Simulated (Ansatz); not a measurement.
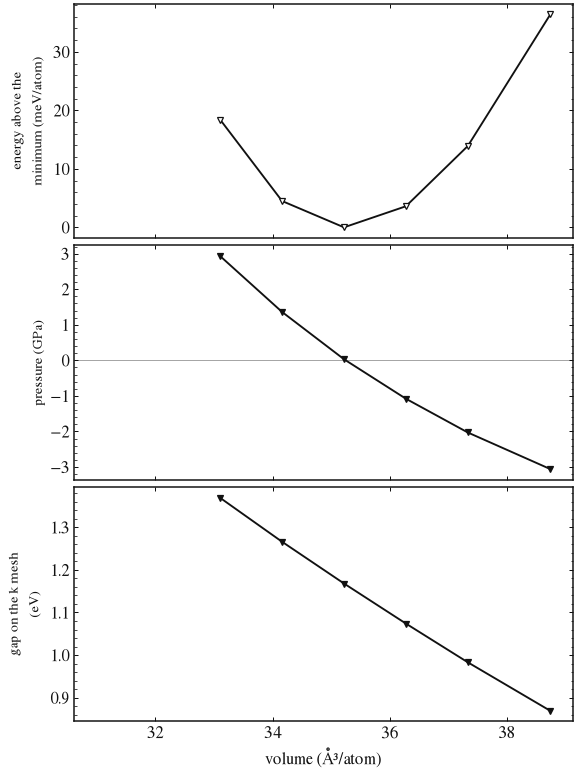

The figure shows the energy above the minimum, pressure and gap on the k mesh against volume for CdTe, space group F-43m (No. 216).

Starting cell:
```
CELL_PARAMETERS angstrom
0.00000 3.27790 3.27790
3.27790 0.00000 3.27790
3.27790 3.27790 0.00000
ATOMIC_POSITIONS crystal
Cd 0.00000 0.00000 0.00000
Te 0.25000 0.25000 0.25000
```

Calculation (Ansatz 0.2.0): third-order Birch-Murnaghan fit to density functional energies at scaled volumes of the given relaxed cell, shape and atoms relaxed at each volume; energies count from the fitted minimum; plane waves with PAW datasets, Γ-centred k mesh. Level: r2SCAN, no spin polarisation.

wave cutoff 500 eV; k mesh 8×8×8; occupations Gaussian; smearing width 0.02 eV.

The points at volume 30.993 Å³/atom and 32.050 Å³/atom are left out of the plot. What values does the calculation give there?

| volume (Å³/atom) | energy above the minimum (meV/atom) | pressure (GPa) | gap on the k mesh (eV) |
| --- | --- | --- | --- |
| 30.993 | 82.3 | 6.99 | 1.586 |
| 32.050 | 43.7 | 4.78 | 1.475 |
